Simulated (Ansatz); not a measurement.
Molecular dynamics, with input and output: MgO (part 1 of 2)

The run: molecular dynamics of MgO (Fm-3m, 16 atoms in the cell). Method and program: DFT PBE, scalar-relativistic, plane waves, PAW, no spin polarisation (Ansatz 0.2.0).

The structure derives from an entry of the Crystallography Open Database. It belongs to a series of runs on one base structure; here: dynamics (NVT, Langevin thermostat) at 800 K, volume × 1.02. Figures and captions count atoms from 1; the log counts them from 0 in places.

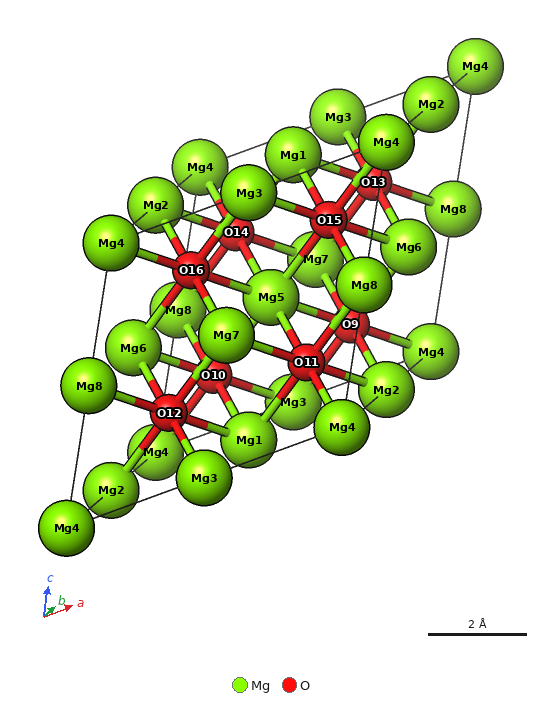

Figure 1. The starting structure (ball-and-stick view of the cell of the calculation, seen slightly off an axis; atoms are numbered from 1 in the order of the input).

The input
```yaml
crystal:
  lattice:
    - [0.0, 4.2985809566, -4.2985809566]
    - [-4.2985809566, 0.0, -4.2985809566]
    - [-4.2985809566, 4.2985809566, 0.0]
  atoms:
    - { symbol: Mg, position: [0.5, 0.5, 0.0] }
    - { symbol: Mg, position: [0.0, 0.5, 0.0] }
    - { symbol: Mg, position: [0.5, 0.0, 0.0] }
    - { symbol: Mg, position: [0.0, 0.0, 0.0] }
    - { symbol: Mg, position: [0.5, 0.5, 0.5] }
    - { symbol: Mg, position: [0.0, 0.5, 0.5] }
    - { symbol: Mg, position: [0.5, 0.0, 0.5] }
    - { symbol: Mg, position: [0.0, 0.0, 0.5] }
    - { symbol: O, position: [0.75, 0.75, 0.25] }
    - { symbol: O, position: [0.25, 0.75, 0.25] }
    - { symbol: O, position: [0.75, 0.25, 0.25] }
    - { symbol: O, position: [0.25, 0.25, 0.25] }
    - { symbol: O, position: [0.75, 0.75, 0.75] }
    - { symbol: O, position: [0.25, 0.75, 0.75] }
    - { symbol: O, position: [0.75, 0.25, 0.75] }
    - { symbol: O, position: [0.25, 0.25, 0.75] }
basis:
  ecutwfc: 420
kpoints:
  mp_grid: { grid: [2, 2, 2], shift: [0.5, 0.5, 0.5] }
hamiltonian:
  xc: pbe
scf:
  occupations: { method: fermi_dirac, width: 0.0689 }
  lower_state_search: "off"
  convergence: { dr2_threshold: 1.0e-07 }
output:
  forces: true
  stress: true
md:
  timestep: 2.0
  n_steps: 44
  ensemble: nvt_langevin
  temperature: 800.0
  initial_velocities: maxwell_boltzmann
  seed: 94051
  friction: 0.02
```

Machine: 4 threads of an x86-64 CPU, shared host.

Command:
```bash
ansatz run input.yaml --threads 4 --pin off --max-ram 5120MiB --backend cpu --events-out ev --progress --plain --runs-dir out
```

Log
```
Warning: md: disabling space-group detection — thermal motion breaks the input geometry's symmetry, so no spatial operation reduces the k-mesh or symmetrises the density; time reversal is kept, so that k and −k are solved as one point where they differ and the mesh holds both, and exact exchange and, on two spinor components, a DFT+U term hold to it where the run has them: on two components no moment then forms, and a state that bears one, which a typed moment (crystal.atoms[].spin; refused beside efield: under a hybrid functional) reaches, can lie lower, under hf by electronvolts; crystal.symmetry.detect: false (a key that needs symmetry detection or time reversal refuses this as the deck is read) with time_reversal: false beside it drops time reversal too
Warning: output.stress: scf.convergence.dr2_threshold = 1e-7 eV (the SCF's general default) is looser than the 1.6e-9 eV advised for a printed stress (1e-10 eV for each atom of the cell: 16). What an SCF threshold leaves in a stress goes as its square root, and in the free energy as the threshold itself, and one threshold admits the most on a small cell: of the crystals measured, under no hybrid functional and no lock of the moments, on runs that ended without the residual-converged pass, on stresses that held no estimate of that error, the worst erred by over 100 MPa in a component at 1e-7 eV an atom and by under 5 at 1e-10. Set scf.convergence.dr2_threshold to 1.6e-9 eV or tighter. The threshold is an SCF's pass mark: one that does not reach it within its budget of iterations ends unconverged, or closes short of it on a stop that the run arms, and scf.convergence.dr2_threshold's page says what that costs each kind of run
Engine: ansatz 0.2.0, x86_64-unknown-linux-gnu
Pseudopotentials: kind: paw
Pseudopotential: Mg, paw, valence charge 10, recommended cutoff 420 eV (normal), Mg.paw.azcp
Pseudopotential: O, paw, valence charge 6, recommended cutoff 420 eV (normal), O.paw.azcp
Functional definition: PBE
  parameter kappa = 0.804
  parameter beta = 0.06672455060314922
  exchange = pbe_x(kappa = kappa, mu = beta*pi^2/3)
  correlation = pbe_c(beta = beta)
Crystal: 16 atoms, lattice volume = 158.857 Å³
Basis set: ecut = 420 eV, 3119 PW (Γ), exchange–correlation on 90×90×90 points (8 copies of the dense FFT grid, shifted against one another)
Bands: 80, of which v1, the nominal top of the filled ones, is band 64 counted from 1 (63 counted from 0)
Symmetry: 1 space group operations
k-points: 4 of 8 (time reversal used)
Non-local potential: Mg, projectors of the file, l = 0: 3, l = 1: 2, l = 2: 1
Non-local potential: O, projectors of the file, l = 0: 2, l = 1: 2, l = 2: 1
PAW form: soft (Blöchl's): semilocal exchange-correlation on the pseudo side does not see the compensation charge
PAW one-centre angular grid: Mg, 110 points (default); XC on 64 Gauss nodes
PAW one-centre angular grid: O, 110 points (default); XC on 64 Gauss nodes
Initial density: superposition of atomic densities (neutral atoms: chi_scale 0, normalization atom), corrected by the library's trained network
Initial wavefunctions: pseudopotential atomic-orbital guess
Functional: x = pbe(κ = 0.804, μ = 0.2195149727645171), c = pbe(β = 0.06672455060314922)
SCF iter   1: F=—  HF=-19953.043799 eV  |F-HF|=—  |Δ(HF+E_count)|=         —  Δρ=8.20e-4  dr2=3.47e-4  ethr=1.77e-3  ⟨swp⟩=5.8  Hψ=1333  notcnv=0  defer=5
preconditioner: auto → Resta (q_TF=auto, 2.632 Å⁻¹)  ε∞=3.4  [insulator: Δε(μ)=5.188 eV  Ē_g=15.320 eV  σ=0.069 eV  W_gap=1.00  n_scr=58 (ndim 8)  ℏωp=23.6 eV  f_vac=0.000  D(μ)=0.00/eV (n_scr^D=0)  ε∞_Penn≈3.4]
SCF iter   2: F=—  HF=-19953.044018 eV  |F-HF|=—  |Δ(HF+E_count)|=   2.19e-4  Δρ=3.94e-4  dr2=5.99e-5  ethr=2.71e-7  ⟨swp⟩=2.0  Hψ=624  notcnv=0  defer=11
SCF iter   3: F=—  HF=-19953.044473 eV  |F-HF|=—  |Δ(HF+E_count)|=   4.55e-4  Δρ=8.33e-5  dr2=6.88e-6  ethr=4.68e-8  ⟨swp⟩=2.8  Hψ=431  notcnv=0  defer=11
SCF iter   4: F=—  HF=-19953.044482 eV  |F-HF|=—  |Δ(HF+E_count)|=   8.81e-6  Δρ=1.84e-5  dr2=4.67e-7  ethr=5.38e-9  ⟨swp⟩=2.0  Hψ=375  notcnv=0  defer=11
iter 5 did not close the SCF: its close was put off for the readings that it lacked (scf_convergence_deferred on its scf_iter line)
SCF iter   5: F=-19953.044482 eV  HF=-19953.044482 eV  |F-HF|=1.67e-9  |Δ(HF+E_count)|=   3.48e-7  Δρ=3.00e-6  dr2=9.13e-9  ethr=3.65e-10  ⟨swp⟩=2.0  Hψ=407  notcnv=0  defer=11
SCF iter   6: F=-19953.044482 eV  HF=-19953.044482 eV  |F-HF|=1.09e-9  |Δ(HF+E_count)|=   5.76e-9  Δρ=1.27e-6  dr2=2.07e-9  ethr=7.13e-12  ⟨swp⟩=2.0  Hψ=913  notcnv=0
SCF 1 converged in 6 iterations: F = -19953.044482 eV  dr2 = 2.07e-9
  greatest PAW one-centre occupation: 1.000 electrons in one spin orbital (limit 2), on the Mg atom at site 1 (counted from 0), in its partial waves of l = 0
md step     0: t =     0.00 fs  T =   750.0 K  F+E_penalty+E_count = -19953.04448200 eV  E_kin = 1.551120 eV  P_inst = -3.3389 GPa  (6 SCF iters)
Initial density: handed on by an earlier stage of this run
Initial wavefunctions: those handed on with the density
iter 1 solved again at ethr=1.03e-5 eV; its pass at ethr=3.10e-3 eV (dr2=1.32e-2 eV) is discarded
SCF iter   1: F=—  HF=-19953.016809 eV  |F-HF|=—  |Δ(HF+E_count)|=         —  Δρ=3.44e-3  dr2=1.35e-2  ethr=1.03e-5  ⟨swp⟩=4.5  Hψ=1405  notcnv=0
preconditioner: auto → Resta (q_TF=auto, 2.632 Å⁻¹)  ε∞=3.4  [insulator: Δε(μ)=5.179 eV  Ē_g=15.315 eV  σ=0.069 eV  W_gap=1.00  n_scr=58 (ndim 8)  ℏωp=23.6 eV  f_vac=0.000  D(μ)=0.00/eV (n_scr^D=0)  ε∞_Penn≈3.4]
SCF iter   2: F=—  HF=-19953.014422 eV  |F-HF|=—  |Δ(HF+E_count)|=   2.39e-3  Δρ=1.92e-3  dr2=4.44e-3  ethr=1.03e-5  ⟨swp⟩=1.0  Hψ=320  notcnv=0
SCF iter   3: F=—  HF=-19953.013562 eV  |F-HF|=—  |Δ(HF+E_count)|=   8.61e-4  Δρ=1.82e-4  dr2=2.74e-5  ethr=3.47e-6  ⟨swp⟩=2.2  Hψ=541  notcnv=0
SCF iter   4: F=—  HF=-19953.013683 eV  |F-HF|=—  |Δ(HF+E_count)|=   1.21e-4  Δρ=2.62e-5  dr2=7.68e-7  ethr=2.14e-8  ⟨swp⟩=2.0  Hψ=554  notcnv=0
iter 5 did not close the SCF: its close was put off for the readings that it lacked (scf_convergence_deferred on its scf_iter line)
SCF iter   5: F=-19953.013683 eV  HF=-19953.013683 eV  |F-HF|=4.05e-8  |Δ(HF+E_count)|=   2.96e-7  Δρ=7.04e-6  dr2=4.91e-8  ethr=6.00e-10  ⟨swp⟩=2.5  Hψ=559  notcnv=0
SCF iter   6: F=-19953.013683 eV  HF=-19953.013683 eV  |F-HF|=1.07e-9  |Δ(HF+E_count)|=   5.03e-8  Δρ=1.70e-6  dr2=3.14e-9  ethr=3.83e-11  ⟨swp⟩=3.0  Hψ=1087  notcnv=0
SCF 2 converged in 6 iterations: F = -19953.013683 eV  dr2 = 3.14e-9
  greatest PAW one-centre occupation: 1.000 electrons in one spin orbital (limit 2), on the Mg atom at site 6 (counted from 0), in its partial waves of l = 0
md step     1: t =     2.00 fs  T =   849.9 K  F+E_penalty+E_count = -19953.01368311 eV  E_kin = 1.757805 eV  P_inst = -3.1100 GPa  (6 SCF iters)
[... from here on the SCF iterations and repeated set-up lines of each step are left out, up to the last step ...]
SCF 3 converged in 6 iterations: F = -19952.921635 eV  dr2 = 3.10e-9
md step     2: t =     4.00 fs  T =   791.0 K  F+E_penalty+E_count = -19952.92163478 eV  E_kin = 1.635977 eV  P_inst = -2.9177 GPa  (6 SCF iters)
SCF 4 converged in 6 iterations: F = -19952.775745 eV  dr2 = 4.32e-9
md step     3: t =     6.00 fs  T =   764.3 K  F+E_penalty+E_count = -19952.77574504 eV  E_kin = 1.580658 eV  P_inst = -2.5118 GPa  (6 SCF iters)
SCF 5 converged in 6 iterations: F = -19952.585090 eV  dr2 = 4.70e-9
md step     4: t =     8.00 fs  T =   697.5 K  F+E_penalty+E_count = -19952.58508958 eV  E_kin = 1.442527 eV  P_inst = -2.0221 GPa  (6 SCF iters)
SCF 6 converged in 5 iterations: F = -19952.366106 eV  dr2 = 3.23e-9
md step     5: t =    10.00 fs  T =   629.0 K  F+E_penalty+E_count = -19952.36610608 eV  E_kin = 1.300816 eV  P_inst = -1.4415 GPa  (5 SCF iters)
SCF 7 converged in 4 iterations: F = -19952.137281 eV  dr2 = 7.89e-8
md step     6: t =    12.00 fs  T =   500.7 K  F+E_penalty+E_count = -19952.13728075 eV  E_kin = 1.035527 eV  P_inst = -0.9071 GPa  (4 SCF iters)
SCF 8 converged in 4 iterations: F = -19951.916663 eV  dr2 = 7.60e-8
md step     7: t =    14.00 fs  T =   366.5 K  F+E_penalty+E_count = -19951.91666304 eV  E_kin = 0.758032 eV  P_inst = -0.4158 GPa  (4 SCF iters)
SCF 9 converged in 5 iterations: F = -19951.743141 eV  dr2 = 8.33e-9
md step     8: t =    16.00 fs  T =   280.3 K  F+E_penalty+E_count = -19951.74314054 eV  E_kin = 0.579746 eV  P_inst = 0.0058 GPa  (5 SCF iters)
SCF 10 converged in 5 iterations: F = -19951.652186 eV  dr2 = 7.66e-9
md step     9: t =    18.00 fs  T =   301.0 K  F+E_penalty+E_count = -19951.65218554 eV  E_kin = 0.622567 eV  P_inst = 0.3383 GPa  (5 SCF iters)
SCF 11 converged in 6 iterations: F = -19951.612263 eV  dr2 = 2.43e-9
md step    10: t =    20.00 fs  T =   252.9 K  F+E_penalty+E_count = -19951.61226279 eV  E_kin = 0.523134 eV  P_inst = 0.4163 GPa  (6 SCF iters)
SCF 12 converged in 5 iterations: F = -19951.587007 eV  dr2 = 8.65e-9
md step    11: t =    22.00 fs  T =   311.5 K  F+E_penalty+E_count = -19951.58700694 eV  E_kin = 0.644320 eV  P_inst = 0.5837 GPa  (5 SCF iters)
SCF 13 converged in 5 iterations: F = -19951.564525 eV  dr2 = 5.83e-9
md step    12: t =    24.00 fs  T =   338.4 K  F+E_penalty+E_count = -19951.56452547 eV  E_kin = 0.699799 eV  P_inst = 0.6528 GPa  (5 SCF iters)
SCF 14 converged in 5 iterations: F = -19951.553617 eV  dr2 = 8.85e-9
md step    13: t =    26.00 fs  T =   400.7 K  F+E_penalty+E_count = -19951.55361747 eV  E_kin = 0.828637 eV  P_inst = 0.6900 GPa  (5 SCF iters)
SCF 15 converged in 5 iterations: F = -19951.570749 eV  dr2 = 7.57e-9
md step    14: t =    28.00 fs  T =   533.1 K  F+E_penalty+E_count = -19951.57074939 eV  E_kin = 1.102520 eV  P_inst = 0.7111 GPa  (5 SCF iters)
SCF 16 converged in 6 iterations: F = -19951.609920 eV  dr2 = 2.35e-8
md step    15: t =    30.00 fs  T =   582.1 K  F+E_penalty+E_count = -19951.60991957 eV  E_kin = 1.203804 eV  P_inst = 0.5282 GPa  (6 SCF iters)
SCF 17 converged in 5 iterations: F = -19951.651661 eV  dr2 = 9.15e-8
md step    16: t =    32.00 fs  T =   675.7 K  F+E_penalty+E_count = -19951.65166064 eV  E_kin = 1.397501 eV  P_inst = 0.4129 GPa  (5 SCF iters)
SCF 18 converged in 6 iterations: F = -19951.680731 eV  dr2 = 6.04e-8
md step    17: t =    34.00 fs  T =   771.7 K  F+E_penalty+E_count = -19951.68073107 eV  E_kin = 1.596072 eV  P_inst = 0.3758 GPa  (6 SCF iters)
SCF 19 converged in 5 iterations: F = -19951.689796 eV  dr2 = 7.50e-8
md step    18: t =    36.00 fs  T =   763.0 K  F+E_penalty+E_count = -19951.68979614 eV  E_kin = 1.577943 eV  P_inst = 0.2880 GPa  (5 SCF iters)
SCF 20 converged in 6 iterations: F = -19951.672249 eV  dr2 = 3.92e-8
md step    19: t =    38.00 fs  T =   672.2 K  F+E_penalty+E_count = -19951.67224853 eV  E_kin = 1.390318 eV  P_inst = 0.2033 GPa  (6 SCF iters)
SCF 21 converged in 7 iterations: F = -19951.659106 eV  dr2 = 1.41e-8
md step    20: t =    40.00 fs  T =   673.9 K  F+E_penalty+E_count = -19951.65910609 eV  E_kin = 1.393807 eV  P_inst = 0.2830 GPa  (7 SCF iters)
SCF 22 converged in 6 iterations: F = -19951.660817 eV  dr2 = 1.56e-8
md step    21: t =    42.00 fs  T =   741.4 K  F+E_penalty+E_count = -19951.66081722 eV  E_kin = 1.533389 eV  P_inst = 0.4415 GPa  (6 SCF iters)
SCF 23 converged in 5 iterations: F = -19951.648473 eV  dr2 = 9.34e-8
md step    22: t =    44.00 fs  T =   734.7 K  F+E_penalty+E_count = -19951.64847260 eV  E_kin = 1.519525 eV  P_inst = 0.5267 GPa  (5 SCF iters)
SCF 24 converged in 6 iterations: F = -19951.636795 eV  dr2 = 2.94e-8
md step    23: t =    46.00 fs  T =   793.1 K  F+E_penalty+E_count = -19951.63679474 eV  E_kin = 1.640351 eV  P_inst = 0.6833 GPa  (6 SCF iters)
SCF 25 converged in 6 iterations: F = -19951.654025 eV  dr2 = 2.38e-8
md step    24: t =    48.00 fs  T =   802.9 K  F+E_penalty+E_count = -19951.65402454 eV  E_kin = 1.660431 eV  P_inst = 0.6825 GPa  (6 SCF iters)
SCF 26 converged in 5 iterations: F = -19951.684745 eV  dr2 = 7.71e-8
md step    25: t =    50.00 fs  T =   760.0 K  F+E_penalty+E_count = -19951.68474524 eV  E_kin = 1.571850 eV  P_inst = 0.5340 GPa  (5 SCF iters)
SCF 27 converged in 6 iterations: F = -19951.727826 eV  dr2 = 5.13e-8
md step    26: t =    52.00 fs  T =   873.2 K  F+E_penalty+E_count = -19951.72782626 eV  E_kin = 1.805977 eV  P_inst = 0.5325 GPa  (6 SCF iters)
SCF 28 converged in 6 iterations: F = -19951.770604 eV  dr2 = 2.60e-8
md step    27: t =    54.00 fs  T =   883.9 K  F+E_penalty+E_count = -19951.77060401 eV  E_kin = 1.827981 eV  P_inst = 0.3525 GPa  (6 SCF iters)
SCF 29 converged in 5 iterations: F = -19951.790330 eV  dr2 = 6.65e-8
md step    28: t =    56.00 fs  T =   859.7 K  F+E_penalty+E_count = -19951.79032959 eV  E_kin = 1.778008 eV  P_inst = 0.1455 GPa  (5 SCF iters)
SCF 30 converged in 6 iterations: F = -19951.795517 eV  dr2 = 2.31e-8
md step    29: t =    58.00 fs  T =   805.5 K  F+E_penalty+E_count = -19951.79551742 eV  E_kin = 1.665979 eV  P_inst = -0.0924 GPa  (6 SCF iters)
SCF 31 converged in 7 iterations: F = -19951.783943 eV  dr2 = 1.63e-8
md step    30: t =    60.00 fs  T =   824.0 K  F+E_penalty+E_count = -19951.78394320 eV  E_kin = 1.704252 eV  P_inst = -0.1851 GPa  (7 SCF iters)
SCF 32 converged in 5 iterations: F = -19951.754882 eV  dr2 = 4.79e-8
md step    31: t =    62.00 fs  T =   760.3 K  F+E_penalty+E_count = -19951.75488249 eV  E_kin = 1.572436 eV  P_inst = -0.3138 GPa  (5 SCF iters)
SCF 33 converged in 6 iterations: F = -19951.729503 eV  dr2 = 4.36e-8
md step    32: t =    64.00 fs  T =   703.0 K  F+E_penalty+E_count = -19951.72950303 eV  E_kin = 1.453828 eV  P_inst = -0.4384 GPa  (6 SCF iters)
SCF 34 converged in 6 iterations: F = -19951.714001 eV  dr2 = 9.96e-9
md step    33: t =    66.00 fs  T =   697.8 K  F+E_penalty+E_count = -19951.71400148 eV  E_kin = 1.443093 eV  P_inst = -0.5110 GPa  (6 SCF iters)
SCF 35 converged in 5 iterations: F = -19951.682014 eV  dr2 = 8.40e-8
md step    34: t =    68.00 fs  T =   743.0 K  F+E_penalty+E_count = -19951.68201429 eV  E_kin = 1.536740 eV  P_inst = -0.4544 GPa  (5 SCF iters)
SCF 36 converged in 6 iterations: F = -19951.621394 eV  dr2 = 4.08e-8
md step    35: t =    70.00 fs  T =   682.8 K  F+E_penalty+E_count = -19951.62139393 eV  E_kin = 1.412124 eV  P_inst = -0.4706 GPa  (6 SCF iters)
SCF 37 converged in 6 iterations: F = -19951.546395 eV  dr2 = 3.77e-8
md step    36: t =    72.00 fs  T =   722.7 K  F+E_penalty+E_count = -19951.54639468 eV  E_kin = 1.494684 eV  P_inst = -0.3184 GPa  (6 SCF iters)
SCF 38 converged in 5 iterations: F = -19951.471156 eV  dr2 = 5.89e-8
md step    37: t =    74.00 fs  T =   680.0 K  F+E_penalty+E_count = -19951.47115580 eV  E_kin = 1.406254 eV  P_inst = -0.2384 GPa  (5 SCF iters)
SCF 39 converged in 6 iterations: F = -19951.440053 eV  dr2 = 5.08e-8
md step    38: t =    76.00 fs  T =   600.7 K  F+E_penalty+E_count = -19951.44005290 eV  E_kin = 1.242266 eV  P_inst = -0.2409 GPa  (6 SCF iters)
SCF 40 converged in 6 iterations: F = -19951.455730 eV  dr2 = 2.21e-8
md step    39: t =    78.00 fs  T =   624.2 K  F+E_penalty+E_count = -19951.45572952 eV  E_kin = 1.290977 eV  P_inst = -0.1615 GPa  (6 SCF iters)
SCF 41 converged in 6 iterations: F = -19951.495100 eV  dr2 = 4.93e-9
md step    40: t =    80.00 fs  T =   653.5 K  F+E_penalty+E_count = -19951.49509954 eV  E_kin = 1.351582 eV  P_inst = -0.0958 GPa  (6 SCF iters)
SCF 42 converged in 6 iterations: F = -19951.554757 eV  dr2 = 9.35e-9
md step    41: t =    82.00 fs  T =   709.3 K  F+E_penalty+E_count = -19951.55475666 eV  E_kin = 1.467000 eV  P_inst = -0.0241 GPa  (6 SCF iters)
SCF 43 converged in 5 iterations: F = -19951.610198 eV  dr2 = 8.15e-8
md step    42: t =    84.00 fs  T =   584.6 K  F+E_penalty+E_count = -19951.61019813 eV  E_kin = 1.209049 eV  P_inst = -0.2057 GPa  (5 SCF iters)
SCF 44 converged in 6 iterations: F = -19951.648253 eV  dr2 = 2.53e-8
md step    43: t =    86.00 fs  T =   595.6 K  F+E_penalty+E_count = -19951.64825290 eV  E_kin = 1.231891 eV  P_inst = -0.1610 GPa  (6 SCF iters)
iter 1 solved again at ethr=7.75e-6 eV; its pass at ethr=3.10e-3 eV (dr2=9.91e-3 eV) is discarded
SCF iter   1: F=—  HF=-19951.682842 eV  |F-HF|=—  |Δ(HF+E_count)|=         —  Δρ=3.17e-3  dr2=1.02e-2  ethr=7.75e-6  ⟨swp⟩=3.0  Hψ=1623  notcnv=0
preconditioner: auto → Resta (q_TF=auto, 2.632 Å⁻¹)  ε∞=3.4  [insulator: Δε(μ)=4.950 eV  Ē_g=15.162 eV  σ=0.069 eV  W_gap=1.00  n_scr=58 (ndim 8)  ℏωp=23.6 eV  f_vac=0.000  D(μ)=0.00/eV (n_scr^D=0)  ε∞_Penn≈3.4]
SCF iter   2: F=—  HF=-19951.681076 eV  |F-HF|=—  |Δ(HF+E_count)|=   1.77e-3  Δρ=1.71e-3  dr2=3.10e-3  ethr=7.75e-6  ⟨swp⟩=1.0  Hψ=320  notcnv=0
SCF iter   3: F=—  HF=-19951.680473 eV  |F-HF|=—  |Δ(HF+E_count)|=   6.03e-4  Δρ=1.49e-4  dr2=3.33e-5  ethr=2.42e-6  ⟨swp⟩=2.0  Hψ=508  notcnv=0
SCF iter   4: F=—  HF=-19951.680579 eV  |F-HF|=—  |Δ(HF+E_count)|=   1.07e-4  Δρ=4.51e-5  dr2=1.93e-6  ethr=2.60e-8  ⟨swp⟩=2.0  Hψ=504  notcnv=0
iter 5 did not close the SCF: its close was put off for the readings that it lacked (scf_convergence_deferred on its scf_iter line)
SCF iter   5: F=-19951.680580 eV  HF=-19951.680580 eV  |F-HF|=6.52e-9  |Δ(HF+E_count)|=   6.81e-7  Δρ=7.59e-6  dr2=9.79e-8  ethr=1.51e-9  ⟨swp⟩=2.0  Hψ=424  notcnv=0
SCF iter   6: F=-19951.680580 eV  HF=-19951.680580 eV  |F-HF|=3.41e-9  |Δ(HF+E_count)|=   2.98e-8  Δρ=1.60e-6  dr2=7.39e-9  ethr=7.65e-11  ⟨swp⟩=3.0  Hψ=994  notcnv=0
SCF 45 converged in 6 iterations: F = -19951.680580 eV  dr2 = 7.39e-9
md step    44: t =    88.00 fs  T =   622.9 K  F+E_penalty+E_count = -19951.68057999 eV  E_kin = 1.288290 eV  P_inst = -0.0434 GPa  (6 SCF iters)
```

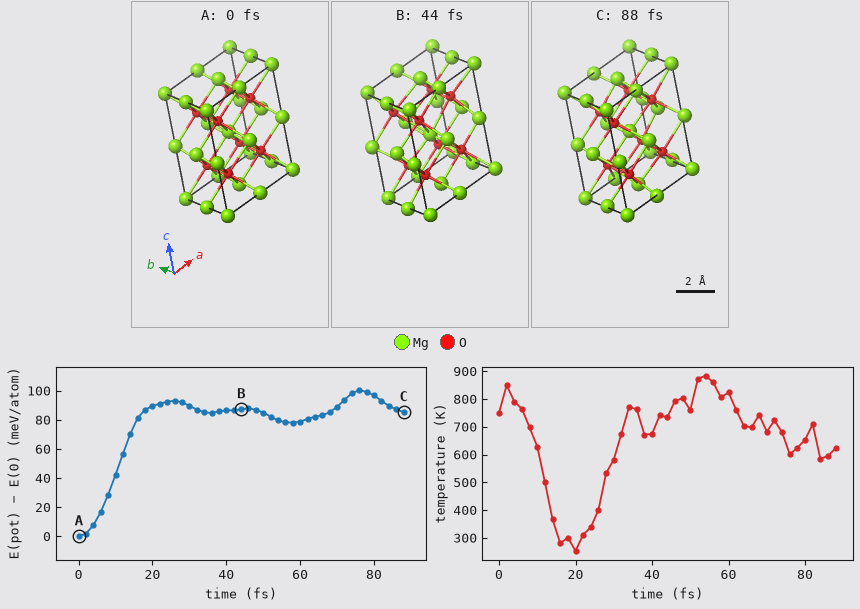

Figure 2. Frames of the molecular dynamics (ball-and-stick, reduced simulation cell, seen slightly off an axis) above the curves, on which the letters mark them. The trajectory kept here has 45 frames over 88 fs. The temperature starts at 750 K, ranges from 253 to 884 K and averages 727 K over the second half. The potential energy ends 85.2 meV/atom above its first value. With the common drift removed, the root-mean-square displacement is 0.16 Å, and Mg3 has moved furthest (0.28 Å).
